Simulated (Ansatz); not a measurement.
# Which shape does a chain of Os atoms take?

Several starts are relaxed for a free Os wire one or two atoms wide. Which ends lowest, and how do the shapes conduct?

Set-up. Ansatz 0.2.0, plane waves with PAW datasets at the program's default cutoffs, Fermi-Dirac smearing of 0.05 eV, chains in boxes 7.5 Å wide or more, moments seeded when the perfect chain is relaxed. PBE, no spin-orbit coupling; each start relaxes its atoms and period within its symmetry. Energies are at zero smearing, an atom, against the lowest. Moments are absolute ones, the integral of |ρ↑ − ρ↓|.

Results:

| start | end shape | length an atom (Å) | shortest bond (Å) | moment an atom (μB) | energy (meV) | G (G₀) | gap (eV) |
| --- | --- | --- | --- | --- | --- | --- | --- |
| triangles | strip of triangles | 1.25 | 2.42 | 0.60 | 0 | 5.86 | 0.00 |
| zigzag | zigzag | 1.87 | 2.24 | 0.00 | 133 | 3.00 | 0.00 |
| antiparallel | straight | 2.24 | 2.24 | 0.00 | 1185 | 6.00 | 0.00 |
| linear | straight | 2.24 | 2.24 | 0.00 | 1185 | 6.00 | 0.00 |
| dimer | straight | 2.24 | 2.24 | 0.00 | 1185 | 6.00 | 0.00 |

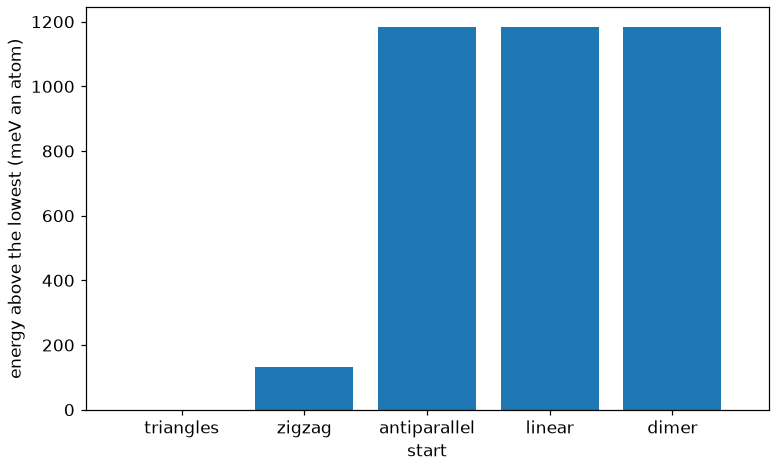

Energy of each relaxed start.

What this shows: The lowest energy comes from the triangles start, which ends as a strip of triangles, 1185 meV an atom under the linear chain with one atom a cell. The next lies 133 meV higher (zigzag start). The conductance runs from 3.00 G₀ (zigzag start) to 6.00 G₀ (linear start).

Caveats: G is the ballistic value of the perfect, endless wire, half a G₀ a channel and spin, broadened at 300 K; a real contact scatters. Only planar forms with one or two atoms a cell were tried, each within the symmetry of its start; alternating bonds in a zigzag, helices and thicker wires were not. Meshes were fixed at the starting length, so energies are good to 15 or 20 meV and lengths to a few per cent; moments are the relaxation's, and the run that gives G can hold a somewhat different one. A wire pulled between tips is under tension, which favours longer forms than the free minimum. Spin-orbit coupling matters for this element. Series of this kind are told only where this holds: four starts or more, in boxes that share their narrower side and keep the chain far from its images. 25 of 55 did.
